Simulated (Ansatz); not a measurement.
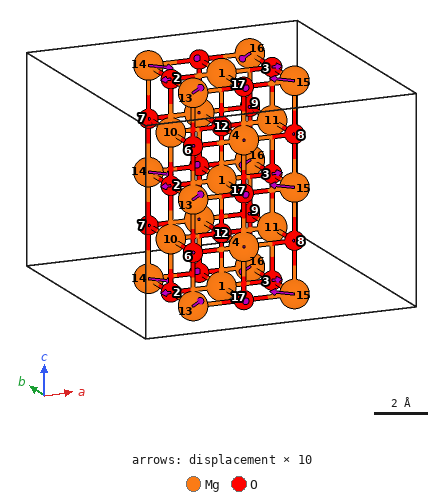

A relaxation of a wire of composition MgO. The starting structure is drawn; purple arrows show the displacements (the part carried along by the change of the cell is left out), magnified 10 times.

A ball-and-stick model of the 2 repeat of the cell, with the vacuum cut short, seen slightly off an axis.

Case: wire along [0 0 1], 18 atoms a period.

Theory: DFT PBE, scalar-relativistic, plane waves, PAW in Ansatz 0.2.0.

Input file:
```yaml
crystal:
  lattice:
    - [13.3, 0.0, 0.0]
    - [0.0, 13.6, 0.0]
    - [0.0, 0.0, 4.2537045194]
  atoms:
    - { symbol: Mg, position: [0.5, 0.5, 0.0] }
    - { symbol: O, position: [0.3400862963, 0.5, 0.0] }
    - { symbol: O, position: [0.6599137037, 0.5, 0.0] }
    - { symbol: Mg, position: [0.5, 0.3436138044, 0.5] }
    - { symbol: Mg, position: [0.5, 0.6563861956, 0.5] }
    - { symbol: O, position: [0.3400862963, 0.3436138044, 0.5] }
    - { symbol: O, position: [0.3400862963, 0.6563861956, 0.5] }
    - { symbol: O, position: [0.6599137037, 0.3436138044, 0.5] }
    - { symbol: O, position: [0.6599137037, 0.6563861956, 0.5] }
    - { symbol: Mg, position: [0.3400862963, 0.5, 0.5] }
    - { symbol: Mg, position: [0.6599137037, 0.5, 0.5] }
    - { symbol: O, position: [0.5, 0.5, 0.5] }
    - { symbol: Mg, position: [0.3400862963, 0.3436138044, 0.0] }
    - { symbol: Mg, position: [0.3400862963, 0.6563861956, 0.0] }
    - { symbol: Mg, position: [0.6599137037, 0.3436138044, 0.0] }
    - { symbol: Mg, position: [0.6599137037, 0.6563861956, 0.0] }
    - { symbol: O, position: [0.5, 0.3436138044, 0.0] }
    - { symbol: O, position: [0.5, 0.6563861956, 0.0] }
basis:
  ecutwfc: 420
kpoints:
  mp_grid: { grid: [1, 1, 8] }
hamiltonian:
  xc: pbe
scf:
  occupations: { method: gaussian, width: 0.05 }
output:
  forces: true
  stress: true
  eigenvalues: true
  populations: true
  write_density: true
  write_potential: true
  elf: true
  volumetric_format: npy
relax:
  adjacent_minimum: "off"
  f_tol: 0.02
  max_steps: 45
  cell: { fix: [a, b, alpha, beta, gamma], stress_tol: 0.03 }
```

Command:
```bash
ansatz run input.yaml --threads 4 --pin off --max-ram 11264MiB --backend cpu --events-out ev --progress --plain --runs-dir out
```

Q: Atoms of which element are displaced furthest, and by how much?

A: Magnesium: up to 0.11 Å, against 0.05 Å for oxygen.

Q: What happened in the run?

A: Over 5 accepted moves (7 points after the start) the energy falls by 1.285 eV per cell of the calculation. Largest force component: 0.98 eV/Å at the start, 0.003 eV/Å at the end. The SCF was repeated twice at an unchanged geometry on a basis and grid sized afresh for the cell, which shifted the energy by 22.4 meV per cell of the calculation at most. The largest moves, 0.11 Å, are those of Mg13, Mg14, Mg15 and Mg16. By element the largest moves are Mg 0.11 Å, O 0.05 Å. Along the periodic axis the drawn cell goes c 8.507 → 7.980 Å (−6.2 %). Among the contacts that change: Mg1–O12 2.127 → 1.995 Å, Mg13–O17 2.127 → 2.056 Å, Mg1–O17 2.127 → 2.173 Å, Mg10–O12 2.127 → 2.135 Å. Among the angles between lasting bonds that change: O3–Mg15–O17 90.0° → 96.7°, Mg15–O3–Mg16 180.0° → 173.3°, O8–Mg15–O8 180.0° → 174.5°.
